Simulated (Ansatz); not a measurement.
**A convergence test on NaI (Fm-3m): k mesh of the density**

Wanted: the cheapest k mesh of the density that holds the PBE gap of NaI (Fm-3m).

Calculated with Ansatz 0.2.0; DFT, PBE, plane waves, PAW.

### 1. The starting structure

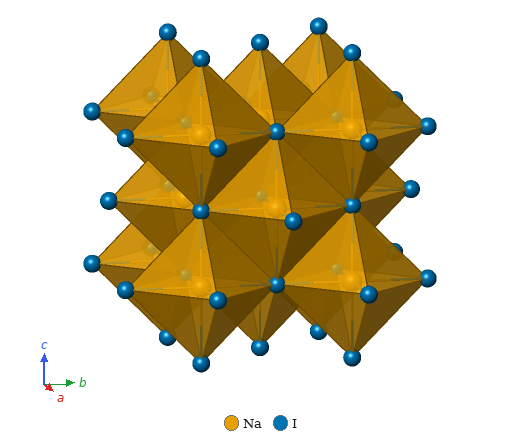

Start, viewed slightly off an axis; sodium orange, iodine blue. This picture shows the conventional cell, with its axes. Some periodic images of atoms are drawn too.

Structure file:

```cif
data_structure
_symmetry_space_group_name_H-M 'Fm-3m'
_symmetry_Int_Tables_number 225
_cell_length_a 6.4728
_cell_length_b 6.4728
_cell_length_c 6.4728
_cell_angle_alpha 90.000
_cell_angle_beta 90.000
_cell_angle_gamma 90.000
_cell_volume 271.19
loop_
_atom_site_label
_atom_site_type_symbol
_atom_site_symmetry_multiplicity
_atom_site_Wyckoff_symbol
_atom_site_fract_x
_atom_site_fract_y
_atom_site_fract_z
_atom_site_occupancy
Na1 Na 4 a 0.00000 0.00000 0.00000 1
I1 I 4 b 0.50000 0.00000 0.00000 1
```

The cell and positions come from the Crystallography Open Database and are kept as given unless a step says otherwise. Spin-orbit coupling is left out unless a step names it. The default PAW set here is soft_2. Its files were made with PBE.

### 2. k mesh of the density: 2×2×2

input.yaml

```yaml
crystal:
  lattice:
    - [0.0, 3.2364, 3.2364]
    - [3.2364, 0.0, 3.2364]
    - [3.2364, 3.2364, 0.0]
  atoms:
    - { symbol: Na, position: [0.0, 0.0, 0.0] }
    - { symbol: I, position: [0.5, 0.5, 0.5] }
kpoints:
  mp_grid: { grid: [2, 2, 2] }
  band_path:
    path:
      - [0.0, 0.0, 0.0]
      - [0.5, 0.0, 0.5]
      - [0.625, 0.25, 0.625]
      - [0.375, 0.375, 0.75]
      - [0.5, 0.5, 0.5]
      - [0.5, 0.25, 0.75]
    npoints: 1
hamiltonian:
  xc: pbe
scf:
  occupations: { method: fixed }
  n_extra_bands: 4
output:
  eigenvalues: true
```

Started as:

```
ansatz run input.yaml --threads 3 --pin off --max-ram 92160MiB --backend cuda --events-out ev --progress --plain --runs-dir out --devices 1 --max-vram 13GiB
```

Numbers of over 12 decimals in the logs are rounded to 6 here.

The log of the run:

```text
scf.n_extra_bands = 4 over 13 filled bands (N_el = 26.0): the run solves 17 bands
GPUs: using 1 of 1 available (devices: 1).
Engine: ansatz 0.2.0, x86_64-unknown-linux-gnu
Pseudopotentials: kind: paw
Pseudopotential: Na, paw, valence charge 9, recommended cutoff 420 eV (normal), Na.paw.azcp
Pseudopotential: I, paw, valence charge 17, recommended cutoff 420 eV (normal), I.paw.azcp
Functional definition: PBE
  parameter kappa = 0.804
  parameter beta = 0.066725
  exchange = pbe_x(kappa = kappa, mu = beta*pi^2/3)
  correlation = pbe_c(beta = beta)
device memory: the entry about to start is reckoned to put 1.5 GiB on a device that reports 49.4 GiB free (of which the cap on the GPU budget leaves the run 13.0 GiB)
GPU FFT provider: cuFFT
GPU libraries: cuBLAS 13.8.2, cuFFT 12.4.0, cuSOLVER 12.3.4
Crystal: 2 atoms, lattice volume = 67.798 Å³
Basis set: ecut = 420 eV, 1363 PW (Γ)
Bands: 17, of which v1, the nominal top of the filled ones, is band 13 counted from 1 (12 counted from 0)
Symmetry: 48 space group operations
Space group: Fm-3m (ITA 225), of the structure as read, at distance tolerance 4.1e-5 Å
k-points: 3 of 8
Non-local potential: Na, projectors of the file, l = 0: 3, l = 1: 2, l = 2: 1
Non-local potential: I, projectors of the file, l = 0: 2, l = 1: 2, l = 2: 2, l = 3: 2
PAW form: soft (Blöchl's): semilocal exchange-correlation on the pseudo side does not see the compensation charge
PAW one-centre angular grid: Na, 110 points (default); XC on 64 Gauss nodes
PAW one-centre angular grid: I, 590 points (default); XC on 64 Gauss nodes
Initial density: superposition of atomic densities (neutral atoms: chi_scale 0, normalization atom), corrected by the library's trained network
Initial wavefunctions: pseudopotential atomic-orbital guess
GPU buffer pool allocated for 32768 grid points (all kernels)
GPU transforms: local potential and band sums: pruned to the plane-wave sphere, on 30×32×32
Functional: x = pbe(κ = 0.804, μ = 0.219515), c = pbe(β = 0.066725)
SCF iter   1: F=—  HF=-9001.472234 eV  |F-HF|=—  |Δ(HF+E_count)|=         —  Δρ=4.29e-3  dr2=3.33e-2  ethr=1.77e-3  ⟨swp⟩=5.0  Hψ=226  notcnv=0  defer=3
preconditioner: auto → none  [insulator: Δε(μ)=3.642 eV  Ē_g=10.719 eV  n_scr=14 (ndim 8)  ℏωp=12.8 eV  f_vac=0.068  ε∞_Penn≈2.4]
SCF iter   2: F=—  HF=-9001.464002 eV  |F-HF|=—  |Δ(HF+E_count)|=   8.23e-3  Δρ=1.27e-3  dr2=1.03e-3  ethr=1.28e-4  ⟨swp⟩=4.0  Hψ=128  notcnv=0  defer=3
SCF iter   3: F=—  HF=-9001.464101 eV  |F-HF|=—  |Δ(HF+E_count)|=   9.85e-5  Δρ=5.55e-4  dr2=2.25e-4  ethr=3.95e-6  ⟨swp⟩=2.0  Hψ=96  notcnv=0  defer=3
SCF iter   4: F=—  HF=-9001.464306 eV  |F-HF|=—  |Δ(HF+E_count)|=   2.05e-4  Δρ=1.16e-4  dr2=6.11e-6  ethr=8.65e-7  ⟨swp⟩=3.0  Hψ=87  notcnv=0  defer=3
SCF iter   5: F=—  HF=-9001.464427 eV  |F-HF|=—  |Δ(HF+E_count)|=   1.21e-4  Δρ=1.13e-5  dr2=1.28e-7  ethr=2.35e-8  ⟨swp⟩=2.0  Hψ=63  notcnv=0  defer=3
SCF iter   6: F=-9001.464427 eV  HF=-9001.464427 eV  |F-HF|=2.15e-9  |Δ(HF+E_count)|=   1.07e-8  Δρ=2.88e-6  dr2=4.57e-9  ethr=3.85e-10  ⟨swp⟩=7.0  Hψ=225  notcnv=0
SCF 1 converged in 6 iterations: F = -9001.464427 eV  dr2 = 4.57e-9
[...]
device memory: the entry about to start is reckoned to put 0.9 GiB on a device that reports 51.4 GiB free (of which the cap on the GPU budget leaves the run 13.0 GiB)
NSCF: frozen V_eff on 6 k-points
SCF converged after 6 iterations
Free energy (F): -9001.464427 eV
Harris-Foulkes:  -9001.464427 eV  (|F-HF|=2.15e-9)
Internal energy: -9001.464427 eV  (E = F + TS)
E sigma→0 (E₀):  -9001.464427 eV
Fermi energy:    3.207315 eV
--- Per-component energies (eV) ---
  E_band       = -610.186358
  E_kinetic    = 311.273273
  E_local      = -3355.326785  (includes V_loc(G=0)·N_el)
  E_nonlocal   = 25.641911
  E_hartree    = 1523.625319
  E_xc         = -167.613668
  E_vxc        = -179.464248  (∫ρ·V_xc dr)
  E_paw        = -5081.214319  (= ΣΔE_a)
  E_vpaw       = -459.565379  (= ΣTr[D̂ρ^β])
  E_aug_tail   = -0.000041  (compensation charges beyond the density's cutoff)
  E_ewald      = -2257.850118
  E_smearing   = -0.000000  (= −TS)
  E_closure    = -0.000000  (closes the sum)
  Σ components = -9001.464427   (vs F -9001.464427, Δ=0.00e0)
--- Band table (eV) ---
  k-point 0: bands = [... 9 lower, -7.7656, 3.2073, 3.2073, 3.2073, 6.7832, 11.0813, 11.0813, 11.0813]
  k-point 1: bands = [... 9 lower, -7.4444, 0.9890, 2.9220, 2.9220, 8.2422, 10.5665, 10.5665, 11.8544]
  k-point 2: bands = [... 9 lower, -7.3648, 1.2755, 2.4486, 2.4486, 7.5780, 8.7059, 13.0811, 14.4247]
```

It took 7.9 s on 1 × NVIDIA H100 80GB HBM3 (shared by 6 runs) with 3 threads of AMD EPYC 7R13 (Zen 3), shared host; peak memory 0.91 GiB.

This step gave:

```yaml
gap: 3.576 eV
valence_top_at: Γ
conduction_bottom_at: Γ
least_direct_gap: 3.576 eV
```

The gap is direct, at Γ.

### 3. k mesh of the density: 4×4×4

input.yaml, as its differences from that of step 2:

```diff
@@ -9,3 +9,3 @@
 kpoints:
-  mp_grid: { grid: [2, 2, 2] }
+  mp_grid: { grid: [4, 4, 4] }
   band_path:
```

The log of the run:

```text
[...]
GPUs: using 1 of 1 available (devices: 1).
[...]
GPU FFT provider: cuFFT
GPU libraries: cuBLAS 13.8.2, cuFFT 12.4.0, cuSOLVER 12.3.4
Crystal: 2 atoms, lattice volume = 67.798 Å³
Basis set: ecut = 420 eV, 1363 PW (Γ)
Bands: 17, of which v1, the nominal top of the filled ones, is band 13 counted from 1 (12 counted from 0)
[... 1 set-up line as in the run before ...]
[...]
k-points: 8 of 64
[...]
E sigma→0 (E₀):  -9001.877046 eV
Fermi energy:    3.038398 eV
[...]
--- Band table (eV; the first three rows and the last of 8) ---
  k-point 0: bands = [... 9 lower, -7.9769, 3.0384, 3.0384, 3.0384, 6.6804, 10.9971, 10.9971, 10.9971]
  k-point 1: bands = [... 9 lower, -7.8268, 1.7489, 2.8918, 2.8918, 7.9672, 10.5540, 11.0290, 11.0290]
  k-point 2: bands = [... 9 lower, -7.6643, 0.8599, 2.7576, 2.7576, 8.1358, 10.5021, 10.5021, 11.7694]
  k-point 7: bands = [... 9 lower, -7.5788, 1.6332, 1.6332, 2.1076, 8.8669, 10.5348, 10.5348, 10.9589]
[key lines of the parts left out:]
SCF converged after 8 iterations
Free energy (F): -9001.877046 eV
```

Wall time 9.2 s (1 × NVIDIA H100 80GB HBM3 (shared by 6 runs) with 3 threads); peak memory 0.91 GiB; 4.1 s of CPU time.

This step gave:

```
gap                  : 3.642 eV
valence top at       : Γ
conduction bottom at : Γ
least direct gap     : 3.642 eV
```

The gap is 3.642 eV, +0.066 eV from the run before at this level.

### 4. k mesh of the density: 6×6×6 (the default)

input.yaml, the sections that differ from step 3:

```yaml
kpoints:
  mp_grid: { grid: [6, 6, 6] }
  band_path:
    path:
      - [[0.0, 0.0, 0.0], [0.5, 0.0, 0.5], [0.625, 0.25, 0.625]]
      - [[0.375, 0.375, 0.75], [0.0, 0.0, 0.0], [0.5, 0.5, 0.5], [0.5, 0.25, 0.75], [0.5, 0.0, 0.5]]
    npoints: 10
scf:
  occupations: { method: fermi_dirac, width: 0.02 }
  n_extra_bands: 4
output:
  eigenvalues: true
  write_density: true
  write_potential: true
  elf: true
  volumetric_format: npy
# crystal, hamiltonian: as in step 3
```

The log of the run:

```text
[...]
GPUs: using 1 of 1 available (devices: 1).
[...]
GPU FFT provider: cuFFT
GPU libraries: cuBLAS 13.8.2, cuFFT 12.4.0, cuSOLVER 12.3.4
Crystal: 2 atoms, lattice volume = 67.798 Å³
Basis set: ecut = 420 eV, 1363 PW (Γ)
Bands: 17, of which v1, the nominal top of the filled ones, is band 13 counted from 1 (12 counted from 0)
[... 1 set-up line as in the run before ...]
[...]
k-points: 16 of 216
[...]
Fermi energy:    4.867444 eV
[...]
--- Band table (eV; the first three rows and the last of 16) ---
  k-point 0: bands = [... 9 lower, -7.9836, 3.0331, 3.0331, 3.0331, 6.6773, 10.9945, 10.9945, 10.9945]
  k-point 1: bands = [... 9 lower, -7.9100, 2.3012, 2.9581, 2.9581, 7.4881, 10.5009, 11.1836, 11.1836]
  k-point 2: bands = [... 9 lower, -7.7541, 1.2739, 2.8181, 2.8181, 8.1409, 10.7585, 10.7585, 11.0380]
  k-point 15: bands = [... 9 lower, -7.5879, 1.3663, 1.9303, 2.1473, 8.3967, 9.5480, 11.6148, 11.6742]
[key lines of the parts left out:]
SCF converged after 7 iterations
Free energy (F): -9001.882578 eV
```

Wall time 3 s (1 × NVIDIA H100 80GB HBM3 (shared by 6 runs) with 3 threads); peak memory 0.93 GiB; 2.6 s of CPU time.

This step gave:

| Quantity | Value |
| --- | --- |
| gap | 3.644 eV |
| valence top at | Γ |
| conduction bottom at | Γ |
| least direct gap | 3.644 eV |

The gap is 3.644 eV, +0.002 eV from the run before at this level.

### 5. k mesh of the density: 10×10×10

input.yaml, the sections that differ from step 4:

```yaml
kpoints:
  mp_grid: { grid: [10, 10, 10] }
  band_path:
    path:
      - [0.0, 0.0, 0.0]
      - [0.5, 0.0, 0.5]
      - [0.625, 0.25, 0.625]
      - [0.375, 0.375, 0.75]
      - [0.5, 0.5, 0.5]
      - [0.5, 0.25, 0.75]
    npoints: 1
scf:
  occupations: { method: fixed }
  n_extra_bands: 4
output:
  eigenvalues: true
# crystal, hamiltonian: as in step 4
```

The log of the run:

```text
[...]
GPUs: using 1 of 1 available (devices: 1).
[...]
GPU FFT provider: cuFFT
GPU libraries: cuBLAS 13.8.2, cuFFT 12.4.0, cuSOLVER 12.3.4
Crystal: 2 atoms, lattice volume = 67.798 Å³
Basis set: ecut = 420 eV, 1363 PW (Γ)
Bands: 17, of which v1, the nominal top of the filled ones, is band 13 counted from 1 (12 counted from 0)
[... 1 set-up line as in the run before ...]
[...]
k-points: 47 of 1000
[...]
Fermi energy:    3.033136 eV
[...]
--- Band table (eV; the first three rows and the last of 47) ---
  k-point 0: bands = [... 9 lower, -7.9835, 3.0331, 3.0331, 3.0331, 6.6773, 10.9945, 10.9945, 10.9945]
  k-point 1: bands = [... 9 lower, -7.9557, 2.7213, 3.0041, 3.0041, 7.0314, 10.7186, 11.1030, 11.1030]
  k-point 2: bands = [... 9 lower, -7.8811, 2.0749, 2.9305, 2.9305, 7.7080, 10.4649, 11.1556, 11.1556]
  k-point 46: bands = [... 9 lower, -7.5865, 1.4627, 1.8096, 2.1198, 8.6609, 9.9161, 11.1837, 11.2503]
[key lines of the parts left out:]
SCF converged after 10 iterations
Free energy (F): -9001.882719 eV
```

Run time: 6.8 s. Hardware: 1 × NVIDIA H100 80GB HBM3 (shared by 6 runs) with 3 threads; peak memory 0.92 GiB; 3.3 s of CPU time.

Numbers from this step:

| Property | Result |
| --- | --- |
| gap | 3.644 eV |
| valence top at | Γ |
| conduction bottom at | Γ |
| least direct gap | 3.644 eV |

The gap is 3.644 eV, as in the run before at this level.

### 6. The series

Differences are against the last row; a negative gap means that bands overlap, and a run with a band path holds that path's time. Times are wall times on 1 × NVIDIA H100 80GB HBM3 (shared by 6 runs) with 3 threads of AMD EPYC 7R13 (Zen 3), shared host, good to a factor of about two.

| k mesh of the density | gap (eV) | direct gap (eV) | gap error (eV) | energy error (meV/atom) | irreducible k | time |
| --- | --- | --- | --- | --- | --- | --- |
| 2×2×2 | 3.576 | 3.576 | −0.068 | +209.1 | 3 | 7.9 s |
| 4×4×4 | 3.642 | 3.642 | −0.002 | +2.8 | 8 | 9.2 s |
| 6×6×6 | 3.644 | 3.644 | +0.0001 | +0.1 | 16 | 3 s |
| 10×10×10 | 3.644 | 3.644 | +0.000 | +0.0 | 47 | 6.8 s |

### 7. What came out

| Quantity | Value |
| --- | --- |
| 2×2×2 | 3.576 eV |
| 4×4×4 | 3.642 eV |
| 6×6×6 | 3.644 eV |
| 10×10×10 | 3.644 eV |

**Reading.** The gap holds to 0.02 eV from 4×4×4 on. At 2×2×2 the gap is off by −0.068 eV and the energy by +209 meV/atom. The gap is read over the mesh and added points near the edges, so meshes differ mainly through the density and, for a hybrid, the exchange operator.

[Paths, hosts, dates, memory and timing lines, banners, echoed tables and standing remarks are left out of the program output.]

[Logs are printed without paths, hosts, clocks, repeated set-up lines and the standing remarks that a program may print on its own settings, such as how far it seeks lower states.]

[Runs of the session that timed out or met a known fault of the program may be left out.]

[Cells called generated may have been cut or substituted from an entry of the Crystallography Open Database or the Materials Project.]

[Hosts, paths, dates, database ids (printed as entryN), source tags and the programs' standing remarks are cut or masked in the printed files.]
